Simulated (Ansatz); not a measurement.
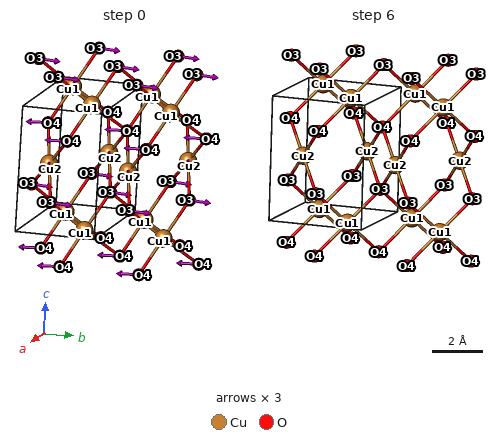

The structure of crystalline CuO (set up in Cc) (coarse preliminary run) before (left) and after (right) a relaxation, at one scale. The purple arrows give the displacements (the part carried along by the change of the cell is left out), 3 times their true length.

A ball-and-stick model of the conventional cell (2 times the calculation's cell), repeated 1 × 2 × 1 with one cell outlined, seen slightly off an axis. Lengths and directions refer to the drawn axes.

The calculation used DFT r2SCAN, scalar-relativistic, plane waves, PAW (Ansatz 0.2.0). Set-up: plane-wave cutoff 500 eV; k-point mesh 8 × 8 × 4; occupations gaussian; smearing width 0.1 eV; collinear spin; cell and atoms relaxed; force threshold 0.05 eV/Å; at most 80 steps.

Q: What changed between the two?

A: The run was cut off at its time limit before the program reported convergence, but its last step already meets the force threshold: the largest component is 0.0013 eV/Å against 0.05 eV/Å. The pressure is within 0.04 GPa of its target. The largest moves relative to the cell, 0.33 Å, are those of O3 and O4. O3 goes along +b. Largest moves by element: O 0.33 Å, Cu 0.03 Å. The drawn cell changes as follows: a 4.689 → 4.160 Å (−11.3 %), b 3.427 → 4.004 Å (+16.8 %), c 5.132 → 5.161 Å (+0.6 %), β 99.7° → 90.3°; the volume changes by +5.7 %. Among the contacts that change: Cu1–O3 2.019 → 1.936 Å, Cu1–O4 1.977 → 1.936 Å, Cu1–O4 (another image) 1.907 → 1.936 Å. Bond angles that change, for instance: Cu1–O3–Cu2 146.0° → 118.2°, Cu1–O3–Cu2 101.7° → 115.0°, Cu1–O3–Cu2 108.5° → 117.3°. Within 0.06 Å the space group is Cc at the start and Cccm at the end; at a tighter tolerance small leftover displacements or strains of the cell lower it. After 5 accepted moves (6 points after the start) the energy has fallen by 0.192 eV per cell of the calculation. The largest force component goes from 0.69 to 0.0013 eV/Å. The pressure goes from 0.14 to 0.04 GPa. At 1 point the geometry stayed and the basis and grid were re-selected for the new cell (energy shift of 7.7 meV per cell of the calculation at most each time). Cost: 7.1 min on 2 threads of Intel(R) Xeon(R) Processor @ 2.50GHz (Skylake/Cascade Lake) (shared host), peak memory 0.58 GiB.
